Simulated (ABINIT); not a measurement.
# Geometry relaxation of GaSb (part 2 of 2)

Continued. System: GaSb (F-43m, 2 atoms in the cell). Method: Kohn-Sham DFT of a periodic cell, PBEsol, PseudoDojo NC SR PBEsol v0.4.1 standard, no spin polarisation (ABINIT 10.8.3); cutoff 1088.46 eV, 6×6×6 k-mesh, fermi-dirac of 0.05 eV. The structure derives from an entry of the Crystallography Open Database.

Geometry of the input (Å; fractional positions):
```
0.0000  3.0590  3.0590
3.0590  0.0000  3.0590
3.0590  3.0590  0.0000
Sb 0.7500  0.7500  0.7500
Ga 0.0000  0.0000  0.0000
```

Log, continued:
```
--- !ResultsGS
iteration_state: {dtset: 1, itime: 2, icycle: 1, }
comment   : Summary of ground state results
lattice_vectors:
- [  0.0000000,   5.7806165,   5.7806165, ]
- [  5.7806165,   0.0000000,   5.7806165, ]
- [  5.7806165,   5.7806165,   0.0000000, ]
lattice_lengths: [   8.17503,    8.17503,    8.17503, ]
lattice_angles: [ 60.000,  60.000,  60.000, ] # degrees, (23, 13, 12)
lattice_volume:   3.8632469E+02
convergence: {deltae:  4.803E-12, res2:  1.446E-14, residm:  4.375E-11, diffor: null, }
etotal    :  -1.67142260E+02
entropy   :   0.00000000E+00
fermie    :   1.71023350E-01
cartesian_stress_tensor: # hartree/bohr^3
- [  2.73159291E-07,   0.00000000E+00,   0.00000000E+00, ]
- [  0.00000000E+00,   2.73159291E-07,   0.00000000E+00, ]
- [  0.00000000E+00,   0.00000000E+00,   2.73159291E-07, ]
pressure_GPa:  -8.0366E-03
xred      :
- [  7.5000E-01,   7.5000E-01,   7.5000E-01, Sb]
- [ -3.0217E-30,  -3.0217E-30,   5.0362E-30, Ga]
cartesian_forces: # hartree/bohr
- [ -1.16451474E-29,  -1.16451474E-29,   3.49354422E-29, ]
- [  1.16451474E-29,   1.16451474E-29,  -3.49354422E-29, ]
force_length_stats: {min:   3.86225845E-29, max:   3.86225845E-29, mean:   3.86225845E-29, }
...

 Integrated electronic density in atomic spheres:
 ------------------------------------------------
 Atom  Sphere_radius  Integrated_density
    1        2.00000         11.26180235
    2        2.00000         10.79545853

---OUTPUT-----------------------------------------------------------------------

 Cartesian coordinates (xcart) [bohr]
  8.67092467709359E+00  8.67092467709358E+00  8.67092467709359E+00
  1.16449227180417E-29  1.16449227180417E-29 -3.49347681541251E-29
 Reduced coordinates (xred)
  7.50000000000000E-01  7.50000000000000E-01  7.50000000000000E-01
 -3.02171649406787E-30 -3.02171649406787E-30  5.03619415677979E-30
 Cartesian forces (fcart) [Ha/bohr]; max,rms= 3.49354E-29 2.22988E-29 (free atoms)
 -1.16451473895325E-29 -1.16451473895325E-29  3.49354421685976E-29
  1.16451473895325E-29  1.16451473895325E-29 -3.49354421685976E-29
 Gradient of E wrt nuclear positions in reduced coordinates (gred)
 -1.34632261157719E-28 -1.34632261157719E-28  1.34632261157719E-28
  1.34632261157719E-28  1.34632261157719E-28 -1.34632261157719E-28
 Scale of Primitive Cell (acell) [bohr]
  8.17502618444087E+00  8.17502618444087E+00  8.17502618444087E+00
 Real space primitive translations (rprimd) [bohr]
  0.00000000000000E+00  5.78061645139572E+00  5.78061645139572E+00
  5.78061645139572E+00  0.00000000000000E+00  5.78061645139572E+00
  5.78061645139572E+00  5.78061645139572E+00  0.00000000000000E+00
 Unitary Cell Volume (ucvol) [Bohr^3]=  3.86324685108149E+02
 Angles (23,13,12)= [degrees]
  6.00000000000000E+01  6.00000000000000E+01  6.00000000000000E+01
 Lengths [Bohr]
  8.17502618444087E+00  8.17502618444087E+00  8.17502618444087E+00
 Stress tensor in cartesian coordinates (strten) [Ha/bohr^3]
  2.73159290891528E-07  0.00000000000000E+00  0.00000000000000E+00
  0.00000000000000E+00  2.73159290896732E-07  0.00000000000000E+00
  0.00000000000000E+00  0.00000000000000E+00  2.73159290893263E-07
 Total energy (etotal) [Ha]= -1.67142259890219E+02

 Difference of energy with previous step (new-old):
           Absolute (Ha)=-3.38849E-09
           Relative     =-2.02731E-11

--- Iteration: ( 3/50) Internal Cycle: (1/1)
--------------------------------------------------------------------------------

---SELF-CONSISTENT-FIELD CONVERGENCE--------------------------------------------

--- !BeginCycle
iteration_state: {dtset: 1, itime: 3, icycle: 1, }
solver: {iscf: 7, nstep: 80, nline: 4, wfoptalg: 0, }
tolerances: {tolvrs: 1.00E-12, }
...

     iter   Etot(hartree)      deltaE(h)  residm     vres2
 ETOT  1  -167.14225914589    -1.671E+02 6.589E-08 1.359E-02
 ETOT  2  -167.14225983700    -6.911E-07 9.014E-09 6.877E-04
 ETOT  3  -167.14225988778    -5.078E-08 7.868E-09 2.100E-04
 ETOT  4  -167.14225989888    -1.110E-08 2.130E-08 8.770E-06
 ETOT  5  -167.14225989926    -3.788E-10 9.963E-10 2.687E-07
 ETOT  6  -167.14225989928    -1.961E-11 1.459E-09 1.130E-08
 ETOT  7  -167.14225989929    -4.064E-12 7.174E-11 6.897E-10
 ETOT  8  -167.14225989928     5.002E-12 1.518E-10 4.539E-11
 ETOT  9  -167.14225989928     1.506E-12 7.735E-12 4.553E-13

 At SCF step    9       vres2   =  4.55E-13 < tolvrs=  1.00E-12 =>converged.

 Cartesian components of stress tensor (hartree/bohr^3)
  sigma(1 1)= -2.94581113E-10  sigma(3 2)=  0.00000000E+00
  sigma(2 2)= -2.94581120E-10  sigma(3 1)=  0.00000000E+00
  sigma(3 3)= -2.94581118E-10  sigma(2 1)=  0.00000000E+00

--- !ResultsGS
iteration_state: {dtset: 1, itime: 3, icycle: 1, }
comment   : Summary of ground state results
lattice_vectors:
- [  0.0000000,   5.7803018,   5.7803018, ]
- [  5.7803018,   0.0000000,   5.7803018, ]
- [  5.7803018,   5.7803018,   0.0000000, ]
lattice_lengths: [   8.17458,    8.17458,    8.17458, ]
lattice_angles: [ 60.000,  60.000,  60.000, ] # degrees, (23, 13, 12)
lattice_volume:   3.8626159E+02
convergence: {deltae:  1.506E-12, res2:  4.553E-13, residm:  7.735E-12, diffor: null, }
etotal    :  -1.67142260E+02
entropy   :   0.00000000E+00
fermie    :   1.71092037E-01
cartesian_stress_tensor: # hartree/bohr^3
- [ -2.94581113E-10,   0.00000000E+00,   0.00000000E+00, ]
- [  0.00000000E+00,  -2.94581120E-10,   0.00000000E+00, ]
- [  0.00000000E+00,   0.00000000E+00,  -2.94581118E-10, ]
pressure_GPa:   8.6669E-06
xred      :
- [  7.5000E-01,   7.5000E-01,   7.5000E-01, Sb]
- [ -2.3096E-29,  -2.3096E-29,   3.8493E-29, Ga]
cartesian_forces: # hartree/bohr
- [  0.00000000E+00,   0.00000000E+00,   0.00000000E+00, ]
- [  0.00000000E+00,   0.00000000E+00,   0.00000000E+00, ]
force_length_stats: {min:   0.00000000E+00, max:   0.00000000E+00, mean:   0.00000000E+00, }
...

 Integrated electronic density in atomic spheres:
 ------------------------------------------------
 Atom  Sphere_radius  Integrated_density
    1        2.00000         11.26146598
    2        2.00000         10.79528834

---OUTPUT-----------------------------------------------------------------------

 Cartesian coordinates (xcart) [bohr]
  8.67045263590225E+00  8.67045263590225E+00  8.67045263590225E+00
  8.90011071112619E-29  8.90011071112618E-29 -2.67003321333786E-28
 Reduced coordinates (xred)
  7.50000000000000E-01  7.50000000000000E-01  7.50000000000000E-01
 -2.30959673513632E-29 -2.30959673513632E-29  3.84932789189387E-29
 Cartesian forces (fcart) [Ha/bohr]; max,rms= 0.00000E+00 0.00000E+00 (free atoms)
  0.00000000000000E+00  0.00000000000000E+00  0.00000000000000E+00
  0.00000000000000E+00  0.00000000000000E+00  0.00000000000000E+00
 Gradient of E wrt nuclear positions in reduced coordinates (gred)
 -0.00000000000000E+00 -0.00000000000000E+00 -0.00000000000000E+00
 -0.00000000000000E+00 -0.00000000000000E+00 -0.00000000000000E+00
 Scale of Primitive Cell (acell) [bohr]
  8.17458113973768E+00  8.17458113973768E+00  8.17458113973768E+00
 Real space primitive translations (rprimd) [bohr]
  0.00000000000000E+00  5.78030175726817E+00  5.78030175726817E+00
  5.78030175726817E+00  0.00000000000000E+00  5.78030175726817E+00
  5.78030175726817E+00  5.78030175726817E+00  0.00000000000000E+00
 Unitary Cell Volume (ucvol) [Bohr^3]=  3.86261594523035E+02
 Angles (23,13,12)= [degrees]
  6.00000000000000E+01  6.00000000000000E+01  6.00000000000000E+01
 Lengths [Bohr]
  8.17458113973768E+00  8.17458113973768E+00  8.17458113973768E+00
 Stress tensor in cartesian coordinates (strten) [Ha/bohr^3]
 -2.94581112975090E-10  0.00000000000000E+00  0.00000000000000E+00
  0.00000000000000E+00 -2.94581119913984E-10  0.00000000000000E+00
  0.00000000000000E+00  0.00000000000000E+00 -2.94581118179260E-10
 Total energy (etotal) [Ha]= -1.67142259899279E+02

 Difference of energy with previous step (new-old):
           Absolute (Ha)=-9.05996E-09
           Relative     =-5.42051E-11

 At Broyd/MD step   3, gradients are converged :
  max grad (force/stress) = 2.9458E-08 < tolmxf= 2.0000E-05 ha/bohr (free atoms)

================================================================================

 ----iterations are completed or convergence reached----

 Mean square residual over all n,k,spin=   53.708E-15; max=  77.348E-13
 reduced coordinates (array xred) for    2 atoms
       0.750000000000      0.750000000000      0.750000000000
      -0.000000000000     -0.000000000000      0.000000000000
 rms dE/dt=  2.6926E-28; max dE/dt=  2.6926E-28; dE/dt below (all hartree)
    1       0.000000000000      0.000000000000     -0.000000000000
    2       0.000000000000      0.000000000000     -0.000000000000

 cartesian coordinates (angstrom) at end:
    1      4.58820594002063     4.58820594002063     4.58820594002063
    2      0.00000000000000     0.00000000000000    -0.00000000000000

 cartesian forces (hartree/bohr) at end:
    1      0.00000000000000     0.00000000000000     0.00000000000000
    2      0.00000000000000     0.00000000000000     0.00000000000000
 frms,max,avg= 0.0000000E+00 0.0000000E+00   0.000E+00  0.000E+00  0.000E+00 h/b

 cartesian forces (eV/Angstrom) at end:
    1      0.00000000000000     0.00000000000000     0.00000000000000
    2      0.00000000000000     0.00000000000000     0.00000000000000
 frms,max,avg= 0.0000000E+00 0.0000000E+00   0.000E+00  0.000E+00  0.000E+00 e/A
 length scales=  8.174581139738  8.174581139738  8.174581139738 bohr
              =  4.325802044892  4.325802044892  4.325802044892 angstroms
 Fermi (or HOMO) energy (hartree) =   0.17109   Average Vxc (hartree)=  -0.35340
 Eigenvalues (hartree) for nkpt=  16  k points:
 kpt#   1, nband= 18, wtk=  0.00463, kpt=  0.0000  0.0000  0.0000 (reduced coord)
  -0.88733   -0.88733   -0.88733   -0.88663   -0.88663   -0.38250   -0.38250   -0.38250
  -0.38068   -0.38068   -0.25361    0.16840    0.16930    0.16930    0.16930    0.27126
   0.27126    0.27126
      occupation numbers for kpt#   1
   2.00000    2.00000    2.00000    2.00000    2.00000    2.00000    2.00000    2.00000
   2.00000    2.00000    2.00000    1.62430    1.45265    1.45265    1.45265    0.00000
   0.00000    0.00000
 prteigrs : prtvol=0 or 1, do not print more k-points.

--- !EnergyTerms
iteration_state     : {dtset: 1, itime: 3, icycle: 1, }
comment             : Components of total free energy in Hartree
kinetic             :  1.15730044946960E+02
hartree             :  5.04245848041124E+01
xc                  : -4.32106581484301E+01
Ewald energy        : -9.16557116956347E+01
psp_core            :  3.68726999271524E+00
local_psp           : -1.44952675439517E+02
non_local_psp       : -5.71650745282790E+01
internal            : -1.67142220068073E+02
'-kT*entropy'       : -3.98312066302818E-05
total_energy        : -1.67142259899279E+02
total_energy_eV     : -4.54817259214543E+03
band_energy         : -1.27892150252752E+01
...

 Cartesian components of stress tensor (hartree/bohr^3)
  sigma(1 1)= -2.94581113E-10  sigma(3 2)=  0.00000000E+00
  sigma(2 2)= -2.94581120E-10  sigma(3 1)=  0.00000000E+00
  sigma(3 3)= -2.94581118E-10  sigma(2 1)=  0.00000000E+00

-Cartesian components of stress tensor (GPa)         [Pressure=  8.6669E-06 GPa]
- sigma(1 1)= -8.66687557E-06  sigma(3 2)=  0.00000000E+00
- sigma(2 2)= -8.66687577E-06  sigma(3 1)=  0.00000000E+00
- sigma(3 3)= -8.66687572E-06  sigma(2 1)=  0.00000000E+00

== END DATASET(S) ==============================================================
================================================================================

 -outvars: echo values of variables after computation  --------
            acell      8.1745811397E+00  8.1745811397E+00  8.1745811397E+00 Bohr
           etotal     -1.6714225990E+02
            fcart      0.0000000000E+00  0.0000000000E+00  0.0000000000E+00
                       0.0000000000E+00  0.0000000000E+00  0.0000000000E+00
            rprim      0.0000000000E+00  7.0710678119E-01  7.0710678119E-01
                       7.0710678119E-01  0.0000000000E+00  7.0710678119E-01
                       7.0710678119E-01  7.0710678119E-01  0.0000000000E+00
           strten     -2.9458111298E-10 -2.9458111991E-10 -2.9458111818E-10
                       0.0000000000E+00  0.0000000000E+00  0.0000000000E+00
           xangst      4.5882059400E+00  4.5882059400E+00  4.5882059400E+00
                       4.7097357596E-29  4.7097357596E-29 -1.4129207279E-28
             xred      7.5000000000E-01  7.5000000000E-01  7.5000000000E-01
                      -2.3095967351E-29 -2.3095967351E-29  3.8493278919E-29
 Calculation completed.
```

Trajectory as extended XYZ (Å, eV, eV/Å), 3 frames, from step=0 to step=2:
```
2
Lattice="0.0000 3.0590 3.0590 3.0590 0.0000 3.0590 3.0590 3.0590 0.0000" Properties=species:S:1:pos:R:3:forces:R:3 step=0 energy=-4548.17259
Sb    4.5885    4.5885    4.5885    0.0000   0.0000   0.0000
Ga    0.0000    0.0000    0.0000    0.0000   0.0000   0.0000
2
Lattice="0.0000 3.0590 3.0590 3.0590 0.0000 3.0590 3.0590 3.0590 0.0000" Properties=species:S:1:pos:R:3:forces:R:3 step=1 energy=-4548.17259
Sb    4.5885    4.5885    4.5885    0.0000   0.0000   0.0000
Ga    0.0000    0.0000    0.0000    0.0000   0.0000   0.0000
2
Lattice="0.0000 3.0588 3.0588 3.0588 0.0000 3.0588 3.0588 3.0588 0.0000" Properties=species:S:1:pos:R:3:forces:R:3 step=2 energy=-4548.17259
Sb    4.5882    4.5882    4.5882    0.0000   0.0000   0.0000
Ga    0.0000    0.0000    0.0000    0.0000   0.0000   0.0000
```

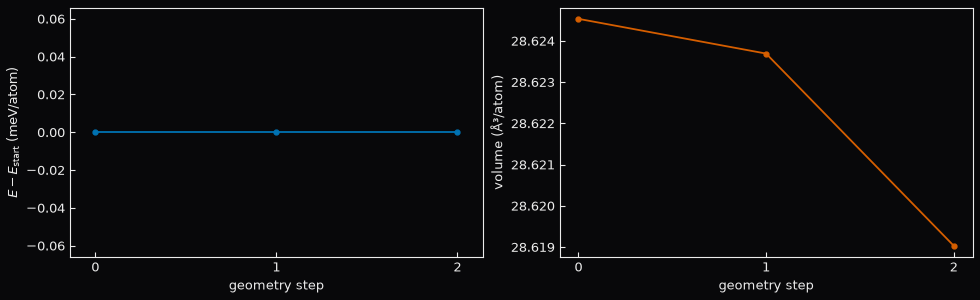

Figure 1. Progress of the relaxation, step by step (steps are counted from 0). The energy rises by next to nothing (0.0 meV per atom) in 2 geometry steps. All forces vanish by symmetry, so only the cell relaxes. The atoms keep their places (all moves are under 0.005 Å). The lattice vectors keep their values. The space group stays F-43m (No. 216).

Results in brief:

- outcome: converged
- space group (tolerance 0.01 Å): F-43m (216)
- electrons treated: 28
- free energy: −4548.1726 eV
- Fermi energy: 4.656 eV
- gap on the k-point mesh: none (metallic)
- pressure: 0.00 GPa
- final volume: 57.24 Å³
- largest force (length of the vector) at the end: under 0.001 eV/Å
- final cell: a = 4.326 Å, b = 4.326 Å, c = 4.326 Å, α = 60.00°, β = 60.00°, γ = 60.00°
- hardware: 4 threads of Arm Neoverse V1, 24 GiB of memory available, shared host
- wall time: 74 s (CPU time 4.9 min)
- peak memory: 0.44 GiB
